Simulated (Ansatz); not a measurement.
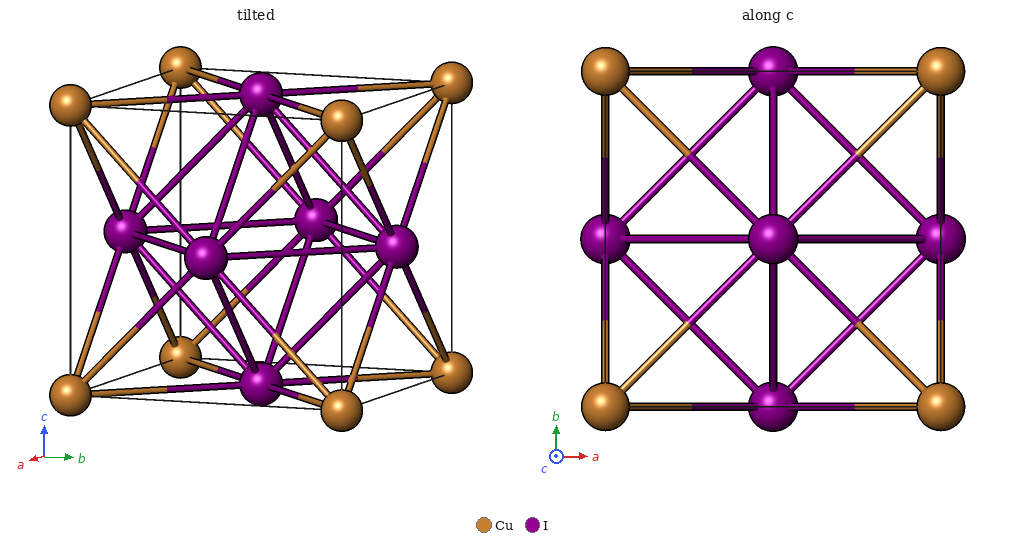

We look at a ball-and-stick model of the crystal slightly off an axis and along the c axis. The frame is the conventional unit cell; atoms at its boundary are shown with their periodic copies. Cell: a = 5.07 Å, b = 5.07 Å, c = 5.07 Å, α = 90.00°, β = 90.00°, γ = 90.00°.

The cell started as a structure type filled with these elements by a generator (whether the compound takes this form wasn't checked). Earlier steps of the study may have refined or changed the cell and positions. Ansatz was used for an electronic-structure calculation on it.

> Summary of the structure:

This is CuI3. The structure has Pm-3m (No. 221) symmetry and a primitive cubic lattice. The arrangement is known as Cu₃Au (L1₂) type. The cell has 4 atoms, namely 1 Cu, 3 I. Each Cu has twelve I in a cuboctahedral arrangement at about 3.6 Å. Each I atom has eight I and four Cu in a cuboctahedral arrangement (about 3.6 Å to I, 3.6 Å to Cu) around it. The bonds build a three-dimensional framework.

Method used: DFT PBE, scalar-relativistic, plane waves, PAW in Ansatz 0.2.0. It ran with a 420 eV plane-wave basis, a 10×10×10 sampling of the Brillouin zone, Gaussian smearing of 0.1 eV, no spin polarisation.

> Is the electronic structure metallic or gapped?

A metal: bands cross the Fermi level.

> How are the electrons shared out in a Bader analysis?

Cu +0.50 e; I -0.17 e.

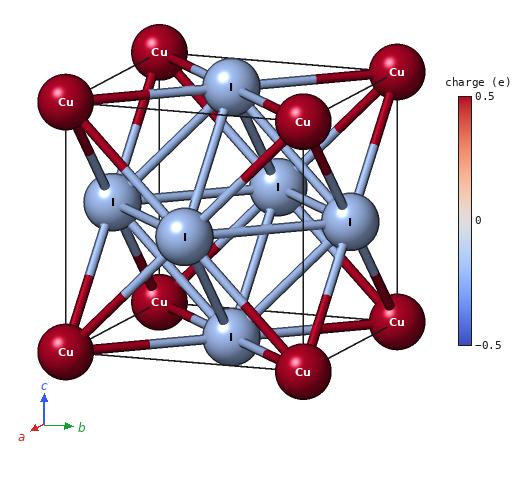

The atoms coloured by those charges. The run's cell of 4 atoms is drawn.

> Do the forces and the stress vanish for this geometry?

Yes. All forces vanish to within 0.01 eV/Å. The pressure is 0.0 GPa, close to zero.
